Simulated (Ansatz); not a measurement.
# Geometry relaxation, with input and output: Al3Ni2 (part 1 of 2)

System: Al3Ni2 (5 atoms in the cell).
Method: DFT r2SCAN, scalar-relativistic, plane waves, PAW, no spin polarisation (Ansatz 0.2.0).

The structure derives from a Materials Project entry. Figures and captions count atoms from 1; the log counts them from 0 in places.

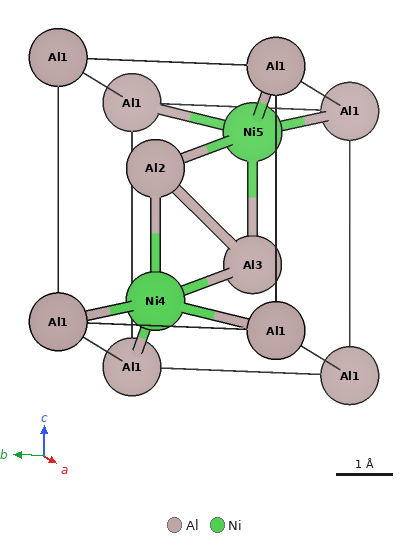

Figure 1. The input geometry (ball-and-stick view of the cell of the calculation, seen at an oblique angle; atoms are numbered from 1 in the order of the input). An atom can appear more than once, as a periodic image.

### Input file
```yaml
crystal:
  lattice:
    - [3.9941957288, 0.0, 0.0]
    - [-1.9970978644, 3.4590749688, 0.0]
    - [0.0, 0.0, 4.880862]
  atoms:
    - { symbol: Al, position: [0.0, 0.0, 0.0] }
    - { symbol: Al, position: [0.33333333, 0.66666667, 0.648083] }
    - { symbol: Al, position: [0.66666667, 0.33333333, 0.351917] }
    - { symbol: Ni, position: [0.33333333, 0.66666667, 0.146572] }
    - { symbol: Ni, position: [0.66666667, 0.33333333, 0.853428] }
basis:
  ecutwfc: 500
kpoints:
  mp_grid: { grid: [12, 12, 8] }
hamiltonian:
  xc: r2scan
scf:
  occupations: { method: gaussian, width: 0.1 }
output:
  forces: true
  stress: true
  eigenvalues: true
relax:
  adjacent_minimum: "off"
  f_tol: 0.005
  max_steps: 80
  cell: { stress_tol: 0.05 }
```

Machine: 2 threads of AMD EPYC (Zen 3), 189 GiB of memory available, shared host.

Launched with:
```bash
ansatz run input.yaml --threads 2 --pin off --max-ram 5120MiB --backend cpu --events-out ev --progress --plain --runs-dir out
```

### The program's output
```
Engine: ansatz 0.2.0, x86_64-unknown-linux-gnu
Pseudopotentials: kind: paw
Pseudopotential: Al, paw, valence charge 3, recommended cutoff 500 eV (meta_gga), Al.paw.azcp
Pseudopotential: Ni, paw, valence charge 18, recommended cutoff 500 eV (meta_gga), Ni.paw.azcp
Functional definition: r2SCAN
  parameter k0 = 0.174
  parameter k1 = 0.065
  parameter a1 = 4.9479
  exchange = r2scan_x(k0 = k0, k1 = k1, a1 = a1)
  correlation = r2scan_c
Crystal: 5 atoms, lattice volume = 67.435 Å³
Basis set: ecut = 500 eV, 1751 PW (Γ), exchange–correlation on 120×120×144 points (64 copies of the dense FFT grid, shifted against one another)
Bands: 28, of which v1, the nominal top of the filled ones, is band 23 counted from 1 (22 counted from 0)
Symmetry: 12 space group operations
Space group: P-3m1 (ITA 164), of the structure as read, at distance tolerance 4.1e-5 Å
k-points: 131 of 1152
Non-local potential: Al, projectors of the file, l = 0: 2, l = 1: 2, l = 2: 1
Non-local potential: Ni, projectors of the file, l = 0: 3, l = 1: 2, l = 2: 3, l = 3: 1
PAW form: soft (Blöchl's): semilocal exchange-correlation on the pseudo side does not see the compensation charge
PAW frozen core: Al, regenerated for the run's functional (the file was generated under x = pbe(κ = 0.804, μ = 0.2195149727645171), c = pbe(β = 0.06672455060314922))
PAW frozen core: Ni, regenerated for the run's functional (the file was generated under x = pbe(κ = 0.804, μ = 0.2195149727645171), c = pbe(β = 0.06672455060314922))
PAW one-centre angular grid: Al, 302 points (default); XC on 160 Gauss nodes
PAW one-centre angular grid: Ni, 590 points (default); XC on 160 Gauss nodes
Initial density: superposition of atomic densities (neutral atoms: chi_scale 0, normalization atom), corrected by the library's trained network
Initial wavefunctions: pseudopotential atomic-orbital guess
Functional: x = r2scan, c = r2scan; τ floored in thin density (d = 2e-4 eV/Å³)
SCF iter   1: F=—  HF=-13314.934245 eV  |F-HF|=—  |Δ(HF+E_count)|=         —  Δρ=2.68e-2  dr2=4.44e-1  dr2_τ=1.28e-1  ethr=1.77e-3  ⟨swp⟩=6.2  Hψ=16780  notcnv=0
preconditioner: auto → Kerker (q_TF=auto, 2.550 Å⁻¹)  [metal: Δε(μ)=0.007 eV  Ē_g=7.235 eV  σ=0.100 eV  W_gap=0.04  n_scr=20 (ndim 8)  ℏωp=24.4 eV  f_vac=0.000  D(μ)=1.17/eV (n_scr^D=2)]
SCF iter   2: F=—  HF=-13315.080002 eV  |F-HF|=—  |Δ(HF+E_count)|=   1.46e-1  Δρ=3.07e-2  dr2=3.59e-1  dr2_τ=2.38e-3  ethr=9.87e-4  ⟨swp⟩=2.9  Hψ=7321  notcnv=0  defer=157
SCF iter   3: F=—  HF=-13315.026900 eV  |F-HF|=—  |Δ(HF+E_count)|=   5.31e-2  Δρ=3.55e-3  dr2=1.70e-2  dr2_τ=4.65e-5  ethr=7.97e-4  ⟨swp⟩=2.2  Hψ=5408  notcnv=0  defer=157
SCF iter   4: F=—  HF=-13315.022737 eV  |F-HF|=—  |Δ(HF+E_count)|=   4.16e-3  Δρ=2.92e-3  dr2=3.29e-3  dr2_τ=2.18e-5  ethr=3.79e-5  ⟨swp⟩=2.3  Hψ=7247  notcnv=0  defer=155
SCF iter   5: F=—  HF=-13315.022704 eV  |F-HF|=—  |Δ(HF+E_count)|=   3.21e-5  Δρ=7.05e-4  dr2=3.20e-4  dr2_τ=2.18e-5  ethr=7.31e-6  ⟨swp⟩=2.6  Hψ=5911  notcnv=0  defer=155
SCF iter   6: F=—  HF=-13315.022733 eV  |F-HF|=—  |Δ(HF+E_count)|=   2.87e-5  Δρ=1.01e-3  dr2=3.95e-4  dr2_τ=2.29e-6  ethr=7.10e-7  ⟨swp⟩=2.0  Hψ=5303  notcnv=0  defer=155
SCF iter   7: F=—  HF=-13315.022774 eV  |F-HF|=—  |Δ(HF+E_count)|=   4.13e-5  Δρ=1.29e-4  dr2=8.95e-6  dr2_τ=1.08e-7  ethr=7.10e-7  ⟨swp⟩=2.4  Hψ=5451  notcnv=0  defer=155
SCF iter   8: F=—  HF=-13315.022776 eV  |F-HF|=—  |Δ(HF+E_count)|=   1.16e-6  Δρ=3.24e-5  dr2=9.31e-7  dr2_τ=5.67e-9  ethr=1.99e-8  ⟨swp⟩=2.4  Hψ=5881  notcnv=0  defer=155
SCF iter   9: F=—  HF=-13315.022776 eV  |F-HF|=—  |Δ(HF+E_count)|=   2.79e-8  Δρ=1.22e-5  dr2=1.25e-7  dr2_τ=1.79e-9  ethr=2.07e-9  ⟨swp⟩=2.0  Hψ=5398  notcnv=0  defer=155
SCF iter  10: F=-13315.022776 eV  HF=-13315.022776 eV  |F-HF|=1.89e-8  |Δ(HF+E_count)|=  3.15e-10  Δρ=6.29e-6  dr2=2.33e-8  dr2_τ=6.02e-11  ethr=2.22e-10  ⟨swp⟩=8.6  Hψ=16303  notcnv=0
SCF 1 converged in 10 iterations: F = -13315.022776 eV  dr2 = 2.33e-8
  greatest PAW one-centre occupation: 1.001 electrons in one spin orbital (limit 2), on the Ni atom at site 4 (counted from 0), in its partial waves of l = 1
relax step   1: F+E_penalty+E_count = -13315.02277551 eV  Δ(F+E_penalty+E_count) = +0.000e0 eV  max|allowed force component| = 3.822e-2 eV/Å  Δτ_max = 0.0000 Å  P = +0.270 GPa  Ω = 67.435 Å³  (10 SCF iters, dr2 threshold 1.00e-7 eV, accepted)
Crystal: 5 atoms, lattice volume = 67.535 Å³
Initial density: handed on by an earlier stage of this run
Initial wavefunctions: those handed on with the density
iter 1 solved again at ethr=2.79e-7 eV; its pass at ethr=3.10e-3 eV (dr2=1.26e-4 eV) is discarded
SCF iter   1: F=—  HF=-13315.024170 eV  |F-HF|=—  |Δ(HF+E_count)|=         —  Δρ=4.58e-4  dr2=1.25e-4  dr2_τ=2.88e-4  ethr=2.79e-7  ⟨swp⟩=3.0  Hψ=18407  notcnv=0
preconditioner: auto → Kerker (q_TF=auto, 2.550 Å⁻¹)  [metal: Δε(μ)=0.023 eV  Ē_g=7.117 eV  σ=0.100 eV  W_gap=0.13  n_scr=20 (ndim 8)  ℏωp=24.3 eV  f_vac=0.000  D(μ)=1.17/eV (n_scr^D=2)]
SCF iter   2: F=—  HF=-13315.024446 eV  |F-HF|=—  |Δ(HF+E_count)|=   2.76e-4  Δρ=4.99e-4  dr2=1.03e-4  dr2_τ=5.50e-7  ethr=2.77e-7  ⟨swp⟩=2.0  Hψ=6602  notcnv=0
SCF iter   3: F=—  HF=-13315.024436 eV  |F-HF|=—  |Δ(HF+E_count)|=   1.02e-5  Δρ=2.23e-4  dr2=3.21e-5  dr2_τ=1.82e-7  ethr=2.29e-7  ⟨swp⟩=2.0  Hψ=4972  notcnv=0
SCF iter   4: F=—  HF=-13315.024433 eV  |F-HF|=—  |Δ(HF+E_count)|=   2.99e-6  Δρ=9.70e-5  dr2=7.29e-6  dr2_τ=2.90e-8  ethr=7.13e-8  ⟨swp⟩=1.0  Hψ=3668  notcnv=0
SCF iter   5: F=—  HF=-13315.024432 eV  |F-HF|=—  |Δ(HF+E_count)|=   7.67e-7  Δρ=3.04e-5  dr2=6.20e-7  dr2_τ=5.45e-9  ethr=1.62e-8  ⟨swp⟩=2.1  Hψ=5545  notcnv=0
SCF iter   6: F=-13315.024432 eV  HF=-13315.024432 eV  |F-HF|=3.59e-8  |Δ(HF+E_count)|=   3.67e-8  Δρ=1.02e-5  dr2=6.17e-8  dr2_τ=8.87e-10  ethr=1.11e-9  ⟨swp⟩=4.4  Hψ=14026  notcnv=0
SCF 2 converged in 6 iterations: F = -13315.024432 eV  dr2 = 6.17e-8
relax step   2: F+E_penalty+E_count = -13315.02443237 eV  Δ(F+E_penalty+E_count) = -1.657e-3 eV  max|allowed force component| = 1.867e-2 eV/Å  Δτ_max = 0.0018 Å  P = +0.086 GPa  Ω = 67.535 Å³  energy of the carried Pulay correction = -3.999e-5 eV  (6 SCF iters, dr2 threshold 5.00e-7 eV, accepted)
Crystal: 5 atoms, lattice volume = 67.590 Å³
iter 1 solved again at ethr=2.57e-7 eV; its pass at ethr=3.10e-3 eV (dr2=1.16e-4 eV) is discarded
SCF iter   1: F=—  HF=-13315.024497 eV  |F-HF|=—  |Δ(HF+E_count)|=         —  Δρ=3.61e-4  dr2=1.17e-4  dr2_τ=3.62e-4  ethr=2.57e-7  ⟨swp⟩=2.1  Hψ=17750  notcnv=0
preconditioner: auto → Kerker (q_TF=auto, 2.549 Å⁻¹)  [metal: Δε(μ)=0.017 eV  Ē_g=7.114 eV  σ=0.100 eV  W_gap=0.10  n_scr=20 (ndim 8)  ℏωp=24.3 eV  f_vac=0.000  D(μ)=1.15/eV (n_scr^D=2)]
SCF iter   2: F=—  HF=-13315.024771 eV  |F-HF|=—  |Δ(HF+E_count)|=   2.74e-4  Δρ=3.52e-4  dr2=5.26e-5  dr2_τ=5.44e-7  ethr=2.57e-7  ⟨swp⟩=2.0  Hψ=6601  notcnv=0
SCF iter   3: F=—  HF=-13315.024769 eV  |F-HF|=—  |Δ(HF+E_count)|=   1.99e-6  Δρ=2.81e-4  dr2=4.93e-5  dr2_τ=1.87e-7  ethr=1.17e-7  ⟨swp⟩=2.1  Hψ=5278  notcnv=0
SCF iter   4: F=—  HF=-13315.024763 eV  |F-HF|=—  |Δ(HF+E_count)|=   5.98e-6  Δρ=4.45e-5  dr2=2.89e-6  dr2_τ=6.47e-8  ethr=1.10e-7  ⟨swp⟩=2.1  Hψ=5047  notcnv=0
SCF iter   5: F=-13315.024762 eV  HF=-13315.024762 eV  |F-HF|=8.20e-8  |Δ(HF+E_count)|=   3.46e-7  Δρ=2.89e-5  dr2=3.52e-7  dr2_τ=4.62e-9  ethr=9.28e-10  ⟨swp⟩=4.0  Hψ=16575  notcnv=0
SCF 3 converged in 5 iterations: F = -13315.024762 eV  dr2 = 3.52e-7
relax step   3: F+E_penalty+E_count = -13315.02476226 eV  Δ(F+E_penalty+E_count) = -3.299e-4 eV  max|allowed force component| = 4.001e-3 eV/Å  Δτ_max = 0.0015 Å  P = -0.011 GPa  Ω = 67.590 Å³  energy of the carried Pulay correction = -6.222e-5 eV  (5 SCF iters, dr2 threshold 4.18e-7 eV, accepted)
Initial wavefunctions: pseudopotential atomic-orbital guess (no wavefunctions were taken with the density)
iter 1 solved again at ethr=6.71e-7 eV; its pass at ethr=3.10e-3 eV (dr2=3.02e-4 eV) is discarded
SCF iter   1: F=—  HF=-13315.024810 eV  |F-HF|=—  |Δ(HF+E_count)|=         —  Δρ=6.28e-5  dr2=4.05e-7  dr2_τ=6.28e-8  ethr=6.71e-7  ⟨swp⟩=3.0  Hψ=26201  notcnv=0
eigensolver tolerance schedule: the retry pair's looser diagonalisation over-reported the residual by 745.85 of it (diagonalisation noise at 0.19 of the residual, at the tolerance the schedule requests for it); recorded, not acted on — ethr = c·dr2/N_el stays at c = 1.0e-1
SCF iter   2: F=—  HF=-13315.024821 eV  |F-HF|=—  |Δ(HF+E_count)|=   1.07e-5  Δρ=3.69e-5  dr2=3.62e-7  dr2_τ=8.43e-8  ethr=8.99e-10  ⟨swp⟩=2.2  Hψ=6564  notcnv=0
SCF iter   3: F=—  HF=-13315.024824 eV  |F-HF|=—  |Δ(HF+E_count)|=   3.16e-6  Δρ=2.97e-5  dr2=3.29e-7  dr2_τ=1.68e-8  ethr=8.04e-10  ⟨swp⟩=2.0  Hψ=5056  notcnv=0
SCF iter   4: F=—  HF=-13315.024824 eV  |F-HF|=—  |Δ(HF+E_count)|=   5.71e-7  Δρ=6.71e-6  dr2=2.58e-8  dr2_τ=2.69e-9  ethr=7.30e-10  ⟨swp⟩=2.0  Hψ=4796  notcnv=0
SCF iter   5: F=—  HF=-13315.024824 eV  |F-HF|=—  |Δ(HF+E_count)|=   1.22e-7  Δρ=4.91e-6  dr2=1.04e-8  dr2_τ=1.79e-10  ethr=5.73e-11  ⟨swp⟩=2.0  Hψ=5350  notcnv=0
SCF iter   6: F=—  HF=-13315.024824 eV  |F-HF|=—  |Δ(HF+E_count)|=  4.98e-10  Δρ=4.26e-7  dr2=1.55e-10  dr2_τ=1.38e-12  ethr=2.32e-11  ⟨swp⟩=2.3  Hψ=5073  notcnv=0
SCF iter   7: F=—  HF=-13315.024824 eV  |F-HF|=—  |Δ(HF+E_count)|=  4.37e-11  Δρ=3.50e-7  dr2=6.73e-11  dr2_τ=1.09e-12  ethr=1.00e-12  ⟨swp⟩=5.2  Hψ=15763  notcnv=0
SCF iter   8: F=-13315.024824 eV  HF=-13315.024824 eV  |F-HF|=1.09e-11  |Δ(HF+E_count)|=  1.82e-12  Δρ=1.78e-7  dr2=1.49e-11  dr2_τ=9.04e-14  ethr=1.00e-12  ⟨swp⟩=4.1  Hψ=12998  notcnv=0
SCF 4 converged in 8 iterations: F = -13315.024824 eV  dr2 = 1.49e-11
relax step   4: F+E_penalty+E_count = -13315.02482443 eV  Δ(F+E_penalty+E_count) = -6.216e-5 eV  max|allowed force component| = 3.727e-3 eV/Å  Δτ_max = 0.0000 Å  P = -0.010 GPa  Ω = 67.590 Å³  stress off target by 1.09e-2 GPa  SCF on the basis re-selected at this cell (its energy is not comparable with the rows above)  (8 SCF iters)
```

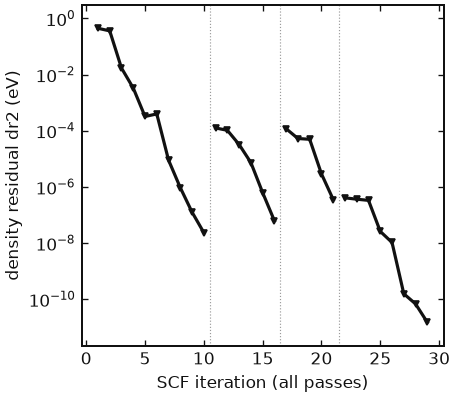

Figure 2. Convergence of the self-consistent field: density residual dr2 against the SCF iteration. The dotted lines part the SCF passes of the relaxation: geometry steps, rejected trials and re-solves on a re-selected basis. The passes take 10, 6, 5 and 8 iterations.
